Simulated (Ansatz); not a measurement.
# Run report: Si13O24, geometry relaxation (part 3 of 3)

The same run, continued: Si13O24 (defect cell, 37 atoms in the cell); DFT PBE, scalar-relativistic, plane waves, PAW, PAW set soft_1, no spin polarisation (Ansatz 0.2.0); cutoff 420 eV, 1×1×1 k-mesh, Fermi–Dirac smearing of 0.02 eV. The structure derives from an entry of the Crystallography Open Database. The run did not end well. It belongs to a series of runs on one base structure; here: start relaxed.

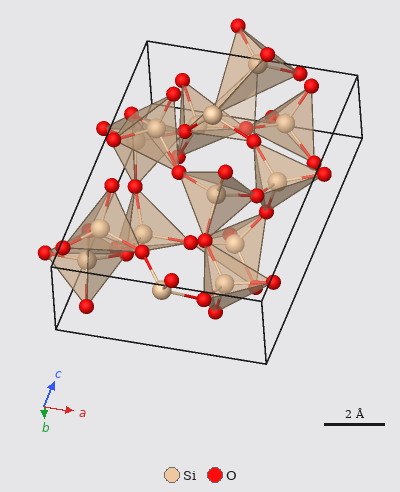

*The geometry at step 20 of the log (polyhedral view of the cell of the calculation, seen at an oblique angle; polyhedra are completed across the faces of the cell).*

## Trajectory as extended XYZ, continued
```
37
Lattice="-2.4986 4.3277 5.4571 4.9972 0.0000 5.4571 4.9972 8.6554 0.0000" Properties=species:S:1:pos:R:3:forces:R:3 step=11 energy=-21918.71384
Si   -0.3209    4.2083    5.4275   -0.0849   0.0212  -0.0487
Si    1.4994    2.4384    1.5718    0.0902  -0.2053  -0.2984
Si    3.8868   10.9452    3.2350   -0.2059   0.1234   0.1636
O    -1.1834    5.3011    6.2910   -0.0089   0.1502   0.0934
O     0.2594    2.7842    2.5435    0.2549   0.0587  -0.0299
O     3.4268    0.8783    4.5643    0.0394   0.0279  -0.0528
O     6.3581    3.6089    5.8842    0.0320   0.0282   0.0291
O     2.8828    2.4607    2.4370   -0.0613   0.0083   0.1283
O    -1.1743    3.0309    4.7102    0.0165   0.0035   0.1801
Si    2.4392    8.3416    5.8098    0.2310   0.3807  -0.2322
Si    3.4814    6.5052    1.7536    0.4488  -0.5721  -0.2635
Si    1.3527    6.2216    3.8345    0.2908   0.1582   0.0047
O     1.5037    9.4155    6.4988   -0.1811   0.1500  -0.1193
O     2.6073    5.7233    2.9246   -0.0928   0.3680   0.0493
O     5.4557    5.5636    4.3464    0.0625  -0.1662   0.1985
O     7.8739    7.2325    5.8398    0.0021   0.2378   0.3866
O     4.9941    7.1123    2.2681   -0.1955  -0.0774  -0.2307
O     1.7515    7.0145    5.1915   -0.4331  -0.3231   0.0710
Si    5.0213    4.4534    5.4425   -0.0317   0.1026  -0.1892
Si    4.0437    6.5607    7.6027    0.0105   0.1713  -0.0870
Si    3.8645    2.1946    3.7208    0.0143   0.1501   0.0277
O     4.3595    5.2410    6.7024   -0.0549   0.0869  -0.0920
O     2.8628    6.2034    8.6506   -0.0826  -0.2042   0.0086
O     0.5257    4.9268    4.2674    0.0346  -0.1129  -0.1009
O     3.6312    7.8861    6.7833   -0.0281  -0.1473   0.1611
O     5.3683    7.1081    8.3609    0.0393   0.0008   0.0052
O     3.8957    3.4770    4.7494    0.1060  -0.1292   0.0209
Si    7.2793    8.6531    5.2859   -0.1370  -0.2730  -0.2305
Si    6.1781   10.9149    7.2506   -0.1086   0.0118   0.1341
Si    6.0959    6.7068    3.4259   -0.2527  -0.0708  -0.1286
O     6.4960    9.6096    6.3298    0.0698   0.0481   0.2404
O     4.9709   10.4669    8.2562    0.2397   0.1257  -0.0813
O     3.2402    9.0183    4.5640   -0.0520  -0.2174  -0.5399
O     0.7741    3.5661    6.4162   -0.1363  -0.0051   0.0610
O     7.4628   11.4506    8.0655   -0.0469  -0.0602  -0.2157
O     6.2003    8.1619    4.1598    0.1362   0.1105   0.1189
Si    8.4492    8.7217    8.3743    0.0758   0.0398   0.8580
37
Lattice="-2.4986 4.3277 5.4571 4.9972 0.0000 5.4571 4.9972 8.6554 0.0000" Properties=species:S:1:pos:R:3:forces:R:3 step=15 energy=-21919.34098
Si   -0.3383    4.2869    5.3550   -0.0089  -0.2996  -0.0360
Si    1.5779    2.4891    1.5582   -0.2670  -0.0550  -0.0220
Si    3.9204   11.0652    3.2233   -0.5630   0.0741  -0.2238
O    -1.1645    5.4131    6.1911    0.0559   0.1667   0.0440
O     0.3480    2.7584    2.5699    0.3106  -0.1035   0.0551
O     3.3224    0.8132    4.5338   -0.1655   0.0206  -0.1644
O     6.3886    3.7109    5.9566   -0.0577  -0.1025   0.0220
O     2.9234    2.4677    2.4776    0.0808   0.0152  -0.1792
O    -1.2786    3.1379    4.6840    0.0798   0.2192  -0.1516
Si    2.1849    8.2775    5.9073   -0.0804   0.5014   0.0512
Si    3.6334    6.5163    1.7552    0.0271   0.1922   0.0092
Si    1.3309    6.2569    3.8600    0.0763  -0.1257  -0.1777
O     1.1381    9.4006    6.3765    0.3535   0.0327   0.2483
O     2.7725    6.0495    3.1267   -0.1511   0.0438  -0.0726
O     5.6118    5.4291    4.2241   -0.0966   0.1008  -0.0482
O     7.7678    7.3909    6.0787    0.1549   0.0286   0.1961
O     5.3256    6.6952    1.9165   -0.3061  -0.1553   0.4140
O     1.4105    6.9462    5.3459    0.2690   0.0511  -0.3626
Si    5.0612    4.4625    5.3861    0.0918   0.0138   0.0685
Si    3.9664    6.5267    7.6130   -0.0466  -0.0743   0.0067
Si    3.9105    2.0904    3.7228    0.0487  -0.1416   0.1326
O     4.3238    5.3703    6.5222   -0.0586   0.1223  -0.1715
O     2.8775    5.8909    8.6638   -0.0352   0.3385  -0.0340
O     0.5925    4.8440    4.1386    0.1154   0.2836   0.2615
O     3.2640    7.8803    7.0478    0.0443  -0.2752   0.0374
O     5.3369    7.0823    8.3125   -0.0968  -0.1265   0.0119
O     4.0261    3.3737    4.7327   -0.0013   0.0064  -0.0164
Si    7.1408    8.6517    5.2830    0.4080  -0.1068   0.2118
Si    6.2602   11.0215    7.2182    0.2575   0.0547   0.1208
Si    6.1905    6.6046    3.3086    0.3214  -0.1240  -0.2192
O     6.4363    9.6603    6.3359   -0.3529   0.0683  -0.1782
O     5.2763   10.6272    8.4666   -0.3561   0.2770  -0.0796
O     3.0993    8.8697    4.7101    0.0146  -0.1947  -0.5283
O     0.6602    3.6206    6.4257   -0.0326  -0.1056   0.0567
O     7.7022   11.5956    7.7033   -0.0267  -0.4657   0.1781
O     6.0550    8.0556    4.1475   -0.0824   0.0557   0.0287
Si    8.7595    8.7748    8.6612    0.0758  -0.2104   0.5112
37
Lattice="-2.4986 4.3277 5.4571 4.9972 0.0000 5.4571 4.9972 8.6554 0.0000" Properties=species:S:1:pos:R:3:forces:R:3 step=20 energy=-21919.71896 accepted=F
Si   -0.1672    4.2779    5.5104   -0.0991   0.0005  -0.0427
Si    1.5639    2.5244    1.4771   -0.1385  -0.1120   0.1533
Si    4.1605   10.9386    3.3481    0.1587  -0.1597   0.1671
O    -1.1475    5.3872    6.2231    0.0746   0.0085  -0.0489
O     0.4634    2.8882    2.6037   -0.0045   0.1605  -0.1952
O     2.9823    0.8338    4.2820   -0.0195  -0.0064  -0.0721
O     6.2646    3.6933    5.8519   -0.0341   0.0773  -0.0688
O     3.0081    2.5305    2.2297    0.0202   0.0148   0.0432
O    -1.0488    3.1622    4.7205   -0.0607   0.0987  -0.0246
Si    2.1752    8.4609    5.8560    0.2444   0.1001  -0.3266
Si    3.7317    6.7199    1.8502    0.1279   0.3607   0.3178
Si    1.3098    6.3300    3.7816    0.1692   0.0101  -0.0059
O     1.2345    9.6537    6.3625   -0.0047  -0.0105   0.0284
O     2.7546    6.1486    3.0766   -0.2269  -0.1770   0.0345
O     5.4860    5.3301    4.1116    0.0335   0.0935  -0.0437
O     7.8913    7.7175    6.2553   -0.1914   0.0374  -0.2776
O     5.4515    6.7796    1.9306    0.4304  -0.5056   0.0408
O     1.2894    7.3875    5.0090   -0.0430   0.0527   0.0316
Si    4.9083    4.3774    5.2740    0.0168  -0.0808   0.1470
Si    3.7897    6.3700    7.4915   -0.0259   0.0447   0.0264
Si    3.8009    2.0373    3.5713    0.0640   0.0545  -0.1169
O     4.0396    5.2699    6.3191    0.0557  -0.0369  -0.0643
O     2.7650    5.7546    8.6167   -0.0392  -0.0029   0.0080
O     0.8612    4.9269    4.4417    0.0288   0.0044   0.0640
O     3.0674    7.7366    7.0134    0.0444  -0.0225   0.0830
O     5.2246    6.7925    8.1121   -0.0575  -0.0368  -0.0011
O     3.9097    3.2594    4.6391    0.0374   0.0328   0.0502
Si    7.0440    8.7222    5.3377    0.1918  -0.0567   0.2703
Si    6.2887   10.9298    7.3548    0.0119   0.1454  -0.1598
Si    6.2096    6.5138    3.3425   -0.3596   0.0629  -0.4516
O     6.1627    9.7318    6.2408   -0.0138   0.0296   0.0706
O     5.3005   10.6186    8.6304   -0.0942   0.0062   0.1633
O     3.3233    8.9684    4.8258   -0.3093   0.0306   0.5197
O     0.7583    3.6503    6.6949    0.0711  -0.0357   0.0284
O     7.8064   11.0790    7.8678   -0.0478   0.0745  -0.0297
O     5.8639    7.9426    4.2940    0.8468  -0.2942   0.2982
Si    9.2871    8.6623    8.9929   -0.8583   0.0372  -0.6170
37
Lattice="-2.4986 4.3277 5.4571 4.9972 0.0000 5.4571 4.9972 8.6554 0.0000" Properties=species:S:1:pos:R:3:forces:R:3 step=25 energy=-21919.83168 accepted=F
Si   -0.1720    4.2877    5.5051   -0.0110   0.0108  -0.0116
Si    1.5644    2.5693    1.4743    0.0065   0.0219   0.0019
Si    4.1242   10.9673    3.3233    0.0489  -0.0552  -0.0462
O    -1.1155    5.4452    6.1858    0.0319  -0.0392   0.0111
O     0.3813    2.9306    2.5149    0.0146   0.0247  -0.0171
O     3.0050    0.8288    4.2866   -0.0016   0.0210   0.0104
O     6.3274    3.7598    5.8480   -0.0156  -0.0229   0.0265
O     2.9708    2.5917    2.2979    0.0137  -0.0208   0.0191
O    -1.0697    3.2020    4.6904   -0.0209   0.0081   0.0179
Si    2.1988    8.4564    5.8689   -0.0007  -0.0931  -0.0090
Si    3.7307    6.6979    1.8411    0.0263  -0.0194   0.0551
Si    1.3372    6.2974    3.8128    0.0448  -0.0052  -0.0248
O     1.2317    9.6319    6.3555   -0.0313  -0.0056   0.0257
O     2.7600    6.1171    3.0711   -0.0276  -0.0018  -0.0390
O     5.4370    5.3323    4.0867    0.0128  -0.0170   0.0009
O     7.8828    7.6783    6.2365    0.0126   0.0370  -0.0493
O     5.4519    6.7254    1.9111    0.0020   0.0283  -0.0721
O     1.3358    7.3373    5.0568    0.0065   0.0255  -0.0110
Si    4.9368    4.3929    5.2917   -0.0036  -0.0031   0.0540
Si    3.8048    6.3791    7.5064    0.0038   0.1047  -0.0142
Si    3.8058    2.0558    3.5978   -0.0101  -0.0258  -0.0152
O     4.0670    5.3005    6.3201    0.0026  -0.0236   0.0239
O     2.7494    5.7631    8.5964   -0.0315   0.0127   0.0029
O     0.9246    4.8812    4.4708   -0.0265  -0.0234   0.0164
O     3.1202    7.7699    7.0309   -0.0280  -0.0277   0.0020
O     5.2288    6.7642    8.1704   -0.0282   0.0045   0.0445
O     3.9538    3.2311    4.7140   -0.0277  -0.0277  -0.0652
Si    7.0589    8.7058    5.3278   -0.0149  -0.0472   0.0042
Si    6.2527   10.9142    7.3472   -0.0017   0.0152   0.0172
Si    6.1954    6.5048    3.3312   -0.0116   0.0009  -0.0091
O     6.1747    9.7144    6.2344    0.0163   0.0296  -0.0066
O     5.2799   10.5544    8.6210    0.0146   0.0000   0.0115
O     3.3124    8.9821    4.8201    0.0191   0.0268   0.0188
O     0.6909    3.6318    6.7166   -0.0052  -0.0114  -0.0085
O     7.7596   11.1197    7.8673   -0.0089  -0.0088  -0.0015
O     5.9269    7.9161    4.2840    0.0184  -0.0062   0.0243
Si    9.1896    8.6699    8.9251    0.0110   0.1133   0.0121
```

This output came from the following input.

## The input
```yaml
accuracy: low
crystal:
  lattice:
    - [-2.4986, 4.327702, 5.4571]
    - [4.9972, 0.0, 5.4571]
    - [4.9972, 8.655404, 0.0]
  atoms:
    - { symbol: Si, position: [0.75, 0.25, 0.125] }
    - { symbol: Si, position: [0.1666667, 0.1666667, 0.1666667] }
    - { symbol: Si, position: [0.5833333, 0.0833333, 0.9583333] }
    - { symbol: O, position: [0.9796083, 0.1870583, 0.1139208] }
    - { symbol: O, position: [0.353725, 0.146275, 0.0305875] }
    - { symbol: O, position: [0.1241167, 0.7092167, 0.0416667] }
    - { symbol: O, position: [0.1870583, 0.9796083, 0.3027458] }
    - { symbol: O, position: [0.146275, 0.353725, 0.2194125] }
    - { symbol: O, position: [0.7092167, 0.1241167, 0.0416667] }
    - { symbol: Si, position: [0.75, 0.25, 0.625] }
    - { symbol: Si, position: [0.1666667, 0.1666667, 0.6666667] }
    - { symbol: Si, position: [0.5833333, 0.0833333, 0.4583333] }
    - { symbol: O, position: [0.9796083, 0.1870583, 0.6139208] }
    - { symbol: O, position: [0.353725, 0.146275, 0.5305875] }
    - { symbol: O, position: [0.1241167, 0.7092167, 0.5416667] }
    - { symbol: O, position: [0.1870583, 0.9796083, 0.8027458] }
    - { symbol: O, position: [0.146275, 0.353725, 0.7194125] }
    - { symbol: O, position: [0.7092167, 0.1241167, 0.5416667] }
    - { symbol: Si, position: [0.25, 0.75, 0.375] }
    - { symbol: Si, position: [0.6666667, 0.6666667, 0.4166667] }
    - { symbol: Si, position: [0.0833333, 0.5833333, 0.2083333] }
    - { symbol: O, position: [0.4796083, 0.6870583, 0.3639208] }
    - { symbol: O, position: [0.853725, 0.646275, 0.2805875] }
    - { symbol: O, position: [0.6241167, 0.2092167, 0.2916667] }
    - { symbol: O, position: [0.6870583, 0.4796083, 0.5527458] }
    - { symbol: O, position: [0.646275, 0.853725, 0.4694125] }
    - { symbol: O, position: [0.2092167, 0.6241167, 0.2916667] }
    - { symbol: Si, position: [0.25, 0.75, 0.875] }
    - { symbol: Si, position: [0.6666667, 0.6666667, 0.9166667] }
    - { symbol: Si, position: [0.0833333, 0.5833333, 0.7083333] }
    - { symbol: O, position: [0.4796083, 0.6870583, 0.8639208] }
    - { symbol: O, position: [0.853725, 0.646275, 0.7805875] }
    - { symbol: O, position: [0.6241167, 0.2092167, 0.7916667] }
    - { symbol: O, position: [0.6870583, 0.4796083, 0.0527458] }
    - { symbol: O, position: [0.646275, 0.853725, 0.9694125] }
    - { symbol: O, position: [0.2092167, 0.6241167, 0.7916667] }
    - { symbol: Si, position: [0.4675025, 0.9982235, 0.8137865] }
basis:
  ecutwfc: 420.0
kpoints:
  mp_grid: { grid: [1, 1, 1] }
hamiltonian:
  xc: pbe
  pseudopotentials: { kind: paw, azcp: { folder: soft_1 } }
scf:
  occupations: { method: fermi_dirac, width: 0.02 }
  lower_state_search: "off"
relax:
  f_tol: 0.08
  max_steps: 25
  adjacent_minimum: "off"
```

Command:
```bash
ansatz run input.yaml --threads 1 --pin off --max-ram 3072MiB --backend cpu --events-out ev --progress --plain --runs-dir out
```

## What the run reported

```tsv
quantity	value
outcome	not converged
hardware	1 thread of Arm Neoverse V1, 24 GiB of memory available, shared host
wall time	1.9 min
peak memory	0.49 GiB
```

## What went wrong

The run did not converge: “geometry relaxation did not converge after 25 steps: max|allowed force component| = 1.08e-1 eV/Å (threshold 8.0e-2). Raise `relax.max_steps` over both its present limit and 25, loosen `relax.f_tol`, or start from a geometry closer to equilibrium …” Its last values are not results. The input asks for low accuracy.
